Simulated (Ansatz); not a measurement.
# AlNi$_{5}$: what the fields show

The calculation's input:

```
crystal:
  lattice:
    - [2.5655691091, 0.0, 0.0]
    - [-1.2827845545, 2.2218480236, 0.0]
    - [0.0, 0.0, 11.9854542344]
  atoms:
    - { symbol: Al, position: [0.0, 0.0, 0.0] }
    - { symbol: Ni, position: [0.6666666667, 0.3333333333, 0.6657343259], spin: -0.53 }
    - { symbol: Ni, position: [0.3333333333, 0.6666666667, 0.8354415304], spin: -0.53 }
    - { symbol: Ni, position: [0.6666666667, 0.3333333333, 0.1645584696], spin: -0.53 }
    - { symbol: Ni, position: [0.3333333333, 0.6666666667, 0.3342656741], spin: -0.53 }
    - { symbol: Ni, position: [0.0, 0.0, 0.5], spin: -0.53 }
basis:
  ecutwfc: 420
kpoints:
  mp_grid: { grid: [18, 18, 4] }
hamiltonian:
  xc: pbe
scf:
  occupations: { method: gaussian, width: 0.1 }
output:
  forces: true
  stress: true
  eigenvalues: true
  populations: true
  write_density: true
  write_potential: true
  elf: true
  volumetric_format: npy
magnetization:
  spin_polarized: true
relax:
  adjacent_minimum: "off"
  f_tol: 0.01
  max_steps: 80
  cell: { stress_tol: 0.05 }
```

Command:

```sh
ansatz run input.yaml --threads 4 --pin off --max-ram 8192MiB --backend cpu --events-out ev --progress --plain --runs-dir out
```

Below, planes, directions and counts refer to the conventional cell (a = 2.57 Å, b = 2.57 Å, c = 11.96 Å, α = 90.00°, β = 90.00°, γ = 120.00°).

The fields are those of the run's last geometry, not of the input's.

Space group P-3m1; a structure generated by program, which may or may not match a known phase; spin-polarised.

These are results of Ansatz, DFT PBE, scalar-relativistic, plane waves, PAW, not measurements.

In a PAW calculation such maps are meaningful between the atoms, not at the nuclei.

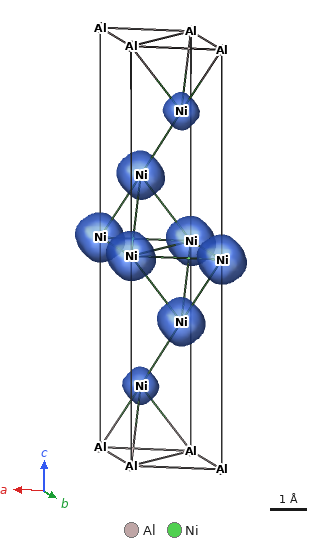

Figure 1. Isosurface of the magnetisation density (up minus down) at −0.1 e/Å³ (blue), seen at an oblique angle. Sticks mark near contacts.

> Where is the spin, and how is it ordered?

The spin density sits on Ni: −0.6 μB (×3) in one cell of 6 atoms, with smaller moments on other sites: Ni (up to −0.18 μB): parallel main moments (a ferromagnetic arrangement) in this solution. The cell of the calculation (6 atoms) carries 2.1 μB of net spin moment.

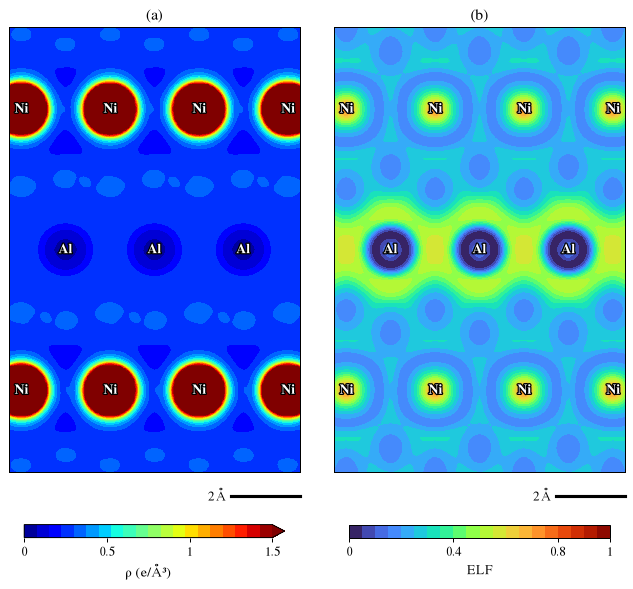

Figure 2. (a) valence electron density; (b) electron localisation function on the (011) plane of the conventional cell.

> Describe what can be read from this map.

The plane passes through Al and Ni nuclei.
Al–Al (2.57 Å): the density is about 0.27 e/Å³ at the midpoint; the ELF reaches about 0.55 near the midpoint.
Ni–Ni (2.57 Å): ρ is about 0.3 e/Å³ halfway; the ELF is about 0.25 at the midpoint: no localised pair shows between them.
Between the atoms the lowest density in this plane is 0.2 e/Å³.
The features right at Ni lie inside the PAW spheres, where the map follows smoothed inner orbitals and isn't to be read closely.

> Metal or insulator at this level of theory?

It is metallic or semimetallic at this level of theory: no gap opens.
